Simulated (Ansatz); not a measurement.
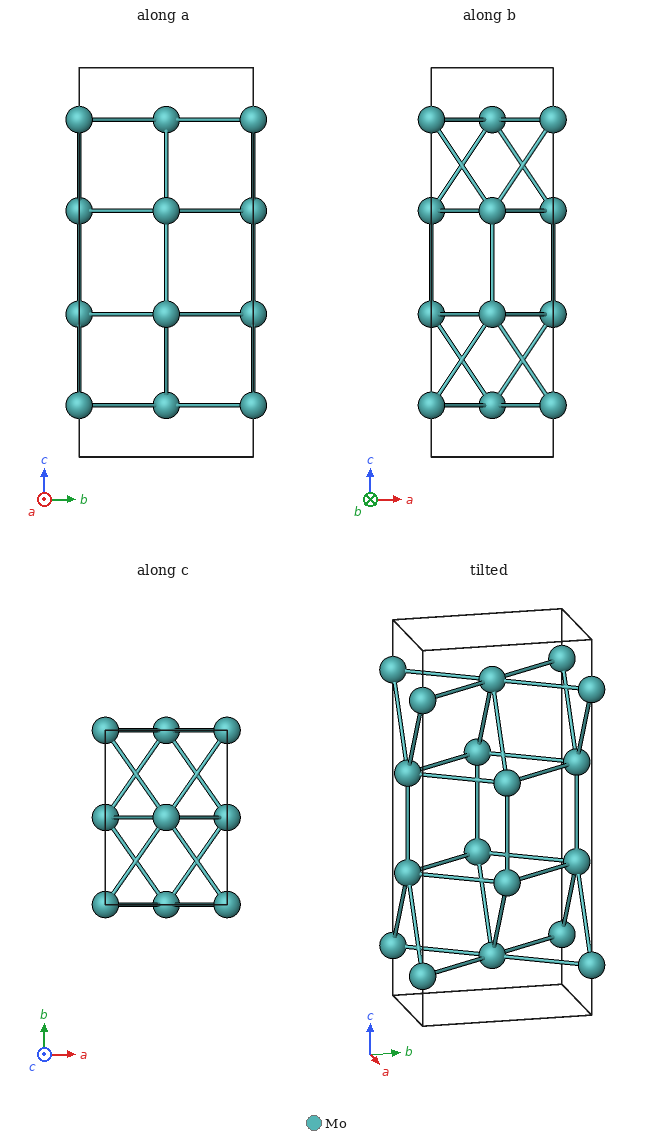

Crystal structure, ball-and-stick style, seen along the a axis, along the b axis, along the c axis and slightly off an axis. The box is the conventional unit cell; atoms on or close to its faces, edges and corners are drawn wherever they repeat.

Lattice parameters: a = 3.064 Å, b = 4.387 Å, c = 9.799 Å, α = 90.00°, β = 90.00°, γ = 90.00°. Put a along x and b in the xy plane.

Write down what is shown as a POSCAR file, with free fractional coordinates to two decimals.

```
Mo
1.0
     3.064    0.000    0.000
     0.000    4.387    0.000
     0.000    0.000    9.799
Mo
8
Direct
  0.50 0.00 0.37
  0.00 0.00 0.13
  0.50 0.50 0.87
  0.00 0.50 0.63
  0.00 0.00 0.87
  0.50 0.00 0.63
  0.00 0.50 0.37
  0.50 0.50 0.13
```

The structure comes from a structure type filled with this element by a generator (whether the element takes this form wasn't checked). The picture shows the end point of a geometry optimisation with DFT PBE, scalar-relativistic, plane waves, PAW (Ansatz).
